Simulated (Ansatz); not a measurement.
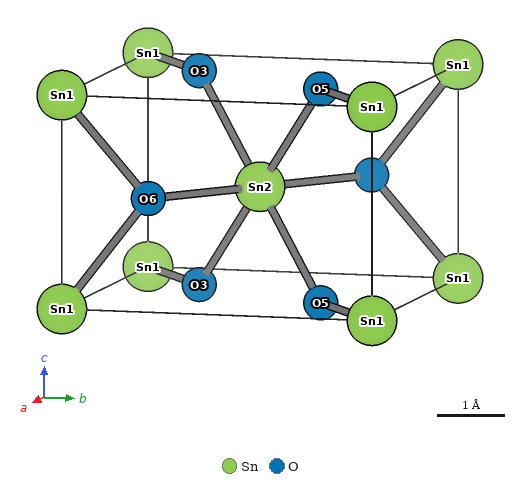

Fig. 1: The input geometry of run 1 (ball-and-stick view of the cell of the calculation, seen slightly off an axis; atoms are numbered from 1 in the order of the input). An atom can appear more than once, as a periodic image. Near neighbours in the periodic cell (some may lie outside the picture): Sn has 6 O at 2.11 Å; O has 3 Sn at 2.11 Å.

**SnO2: one change and its effect**

System: SnO2 (Pnnm, 6 atoms in the cell).
Method of run 1: DFT, PBE, plane waves, PAW, no spin polarisation (Ansatz 0.2.0).

The structure derives from an entry of the Crystallography Open Database. Text and figures count atoms from 1; the logs count them from 0 in places.

Input file, run 1:
```yaml
crystal:
  lattice:
    - [4.8277049961, 0.0, 0.0]
    - [0.0, 4.8277049961, 0.0]
    - [0.0, 0.0, 3.2379909406]
  atoms:
    - { symbol: Sn, position: [0.0, 0.0, 0.0] }
    - { symbol: Sn, position: [0.5, 0.5, 0.5] }
    - { symbol: O, position: [0.3505456408, 0.2626645318, 0.0] }
    - { symbol: O, position: [0.1494543592, 0.7626645318, 0.5] }
    - { symbol: O, position: [0.6494543592, 0.7373354682, 0.0] }
    - { symbol: O, position: [0.8505456408, 0.2373354682, 0.5] }
basis:
  ecutwfc: "600 eV"
kpoints:
  mp_grid: { grid: [6, 6, 8] }
hamiltonian:
  xc: pbe
scf:
  occupations: { method: gaussian, width: 0.05 }
output:
  forces: true
  eigenvalues: true
  stress: true
```

Launched with:
```bash
ansatz run input.yaml --threads 2 --pin off --max-ram 5120MiB --backend cpu --events-out ev --progress --plain --runs-dir out
```

Hardware: 2 threads of AMD EPYC (Zen 3), 189 GiB of memory available, shared host.

Output, shortened to warnings, some set-up lines, iterations and results (run 1):
```
Basis set: ecut = 600 eV, 2521 PW (Γ), exchange–correlation on 80×80×54 points (8 copies of the dense FFT grid, shifted against one another)
Symmetry: 8 space group operations
k-points: 80 of 288
Initial density: superposition of atomic densities (neutral atoms: chi_scale 0, normalization atom), corrected by the library's trained network
[...]
SCF iter   1: F=—  HF=-14317.814992 eV  |F-HF|=—  |Δ(HF+E_count)|=         —  Δρ=1.79e-3  dr2=1.18e-3  ethr=1.77e-3  ⟨swp⟩=6.2  Hψ=11478  notcnv=0  defer=8
SCF iter   2: F=—  HF=-14317.816124 eV  |F-HF|=—  |Δ(HF+E_count)|=   1.13e-3  Δρ=8.66e-4  dr2=2.02e-4  ethr=2.27e-6  ⟨swp⟩=2.2  Hψ=5231  notcnv=0  defer=14
SCF iter   3: F=—  HF=-14317.816310 eV  |F-HF|=—  |Δ(HF+E_count)|=   1.86e-4  Δρ=3.19e-4  dr2=5.48e-5  ethr=3.89e-7  ⟨swp⟩=2.8  Hψ=4244  notcnv=0
SCF iter   4: F=—  HF=-14317.816336 eV  |F-HF|=—  |Δ(HF+E_count)|=   2.59e-5  Δρ=6.50e-5  dr2=2.91e-6  ethr=1.05e-7  ⟨swp⟩=2.0  Hψ=3321  notcnv=0
SCF iter   5: F=—  HF=-14317.816338 eV  |F-HF|=—  |Δ(HF+E_count)|=   2.62e-6  Δρ=2.09e-5  dr2=2.65e-7  ethr=5.60e-9  ⟨swp⟩=2.9  Hψ=4422  notcnv=0
SCF iter   6: F=-14317.816339 eV  HF=-14317.816339 eV  |F-HF|=8.77e-9  |Δ(HF+E_count)|=   1.18e-7  Δρ=5.92e-6  dr2=2.26e-8  ethr=1.92e-10  ⟨swp⟩=8.3  Hψ=10907  notcnv=0
SCF 1 converged in 6 iterations: F = -14317.816339 eV  dr2 = 2.26e-8
SCF converged after 6 iterations
Free energy (F): -14317.816339 eV
Harris-Foulkes:  -14317.816339 eV  (|F-HF|=8.77e-9)
Internal energy: -14317.816339 eV  (E = F + TS)
E sigma→0 (E₀):  -14317.816339 eV
Fermi energy:    9.019268 eV
--- Per-component energies (eV) ---
  E_band       = -152.096201
  E_kinetic    = 1074.777077
  E_local      = -2891.909614  (includes V_loc(G=0)·N_el)
  E_nonlocal   = 133.742215
  E_hartree    = 1489.880600
  E_xc         = -1052.822823
  E_vxc        = -561.006587  (∫ρ·V_xc dr)
  E_paw        = -8927.036508  (= ΣΔE_a)
  E_vpaw       = -887.464571  (= ΣTr[D̂ρ^β])
  E_aug_tail   = 0.002437  (compensation charges beyond the density's cutoff)
  E_ewald      = -4144.449721
  E_smearing   = -0.000000  (= −TS)
  E_closure    = -0.000000  (closes the sum)
  Σ components = -14317.816339   (vs F -14317.816339, Δ=0.00e0)
--- Forces (eV/Å), atoms counted from 1 ---
  atom   1  Sn     0.00000000    -0.00000000     0.00000000
  atom   2  Sn    -0.00000000     0.00000000     0.00000000
  atom   3  O     -0.14318851     0.44098008     0.00000000
  atom   4  O      0.14318851     0.44098008     0.00000000
  atom   5  O      0.14318851    -0.44098008     0.00000000
  atom   6  O     -0.14318851    -0.44098008     0.00000000
  max |Σ_I F_I| component: 0.00e0 eV/Å
--- Stress (GPa, compression-positive) ---
       -1.643691       0.000000       0.000000
        0.000000      -4.454536       0.000000
        0.000000       0.000000      -3.428428
  P = ⅓ Tr σ = -3.1756 GPa (-31.756 kbar)
```

Run 2 used a changed input.

The two runs side by side:

| quantity | run 1 | run 2 |
| --- | --- | --- |
| outcome | converged | converged |
| free energy per atom (eV) | −2386.3027 | −2386.2967 |
| gap on the mesh (eV) | 1.08 | 1.08 |
| pressure (GPa) | −3.18 | −3.16 |
| largest force (eV/Å) | 0.464 | 0.462 |
| SCF iterations | 6 | 6 |
| irreducible k-points | 80 | 80 |
| plane waves at Γ | 2521 | 1495 |
| wall time (shared host) | 15 s | 9.1 s |

What was changed in the input?

The change (lines with − go, lines with + come):
```diff
-  ecutwfc: "600 eV"
+  ecutwfc: 420
```

The free energy of run 2 is 6.0 meV per atom higher, which measures how much it depends on this numerical setting. More plane waves can only lower the energy of a fixed Hamiltonian, so the higher cutoff gives the lower value. The number of SCF iterations is the same. The plane waves at Γ go from 2521 to 1495. On the same kind of shared host run 2 took about 0.6 times as long.

Output, shortened to warnings, some set-up lines, iterations and results (run 2):
```
Basis set: ecut = 420 eV, 1495 PW (Γ), exchange–correlation on 72×72×48 points (8 copies of the dense FFT grid, shifted against one another)
Symmetry: 8 space group operations
k-points: 80 of 288
Initial density: superposition of atomic densities (neutral atoms: chi_scale 0, normalization atom), corrected by the library's trained network
[...]
SCF iter   1: F=—  HF=-14317.778566 eV  |F-HF|=—  |Δ(HF+E_count)|=         —  Δρ=1.76e-3  dr2=1.28e-3  ethr=1.77e-3  ⟨swp⟩=6.1  Hψ=11298  notcnv=0  defer=9
SCF iter   2: F=—  HF=-14317.780018 eV  |F-HF|=—  |Δ(HF+E_count)|=   1.45e-3  Δρ=7.64e-4  dr2=1.98e-4  ethr=2.47e-6  ⟨swp⟩=2.0  Hψ=5322  notcnv=0  defer=16
SCF iter   3: F=—  HF=-14317.780229 eV  |F-HF|=—  |Δ(HF+E_count)|=   2.11e-4  Δρ=3.49e-4  dr2=5.56e-5  ethr=3.81e-7  ⟨swp⟩=2.7  Hψ=3768  notcnv=0
SCF iter   4: F=—  HF=-14317.780300 eV  |F-HF|=—  |Δ(HF+E_count)|=   7.14e-5  Δρ=5.01e-5  dr2=1.93e-6  ethr=1.07e-7  ⟨swp⟩=2.0  Hψ=3490  notcnv=0
SCF iter   5: F=-14317.780303 eV  HF=-14317.780303 eV  |F-HF|=1.30e-7  |Δ(HF+E_count)|=   2.05e-6  Δρ=1.24e-5  dr2=8.16e-8  ethr=3.72e-9  ⟨swp⟩=2.0  Hψ=3670  notcnv=0
SCF iter   6: F=-14317.780303 eV  HF=-14317.780303 eV  |F-HF|=4.33e-9  |Δ(HF+E_count)|=   1.49e-7  Δρ=2.31e-6  dr2=3.59e-9  ethr=1.57e-10  ⟨swp⟩=5.9  Hψ=10690  notcnv=0
SCF 1 converged in 6 iterations: F = -14317.780303 eV  dr2 = 3.59e-9
SCF converged after 6 iterations
Free energy (F): -14317.780303 eV
Harris-Foulkes:  -14317.780303 eV  (|F-HF|=4.33e-9)
Internal energy: -14317.780303 eV  (E = F + TS)
E sigma→0 (E₀):  -14317.780303 eV
Fermi energy:    9.018869 eV
--- Per-component energies (eV) ---
  E_band       = -152.082711
  E_kinetic    = 1075.279495
  E_local      = -2891.913091  (includes V_loc(G=0)·N_el)
  E_nonlocal   = 133.276037
  E_hartree    = 1489.841435
  E_xc         = -1052.964903
  E_vxc        = -561.197698  (∫ρ·V_xc dr)
  E_paw        = -8926.859310  (= ΣΔE_a)
  E_vpaw       = -887.220316  (= ΣTr[D̂ρ^β])
  E_aug_tail   = 0.009756  (compensation charges beyond the density's cutoff)
  E_ewald      = -4144.449721
  E_smearing   = -0.000000  (= −TS)
  E_closure    = 0.000000  (closes the sum)
  Σ components = -14317.780303   (vs F -14317.780303, Δ=0.00e0)
--- Forces (eV/Å), atoms counted from 1 ---
  atom   1  Sn     0.00000000     0.00000000     0.00000000
  atom   2  Sn     0.00000000     0.00000000     0.00000000
  atom   3  O     -0.14360607     0.43931047     0.00000000
  atom   4  O      0.14360607     0.43931047     0.00000000
  atom   5  O      0.14360607    -0.43931047     0.00000000
  atom   6  O     -0.14360607    -0.43931047     0.00000000
  max |Σ_I F_I| component: 2.78e-17 eV/Å
--- Stress (GPa, compression-positive) ---
       -1.644106       0.000000       0.000000
        0.000000      -4.445556       0.000000
        0.000000       0.000000      -3.402760
  P = ⅓ Tr σ = -3.1641 GPa (-31.641 kbar)
```
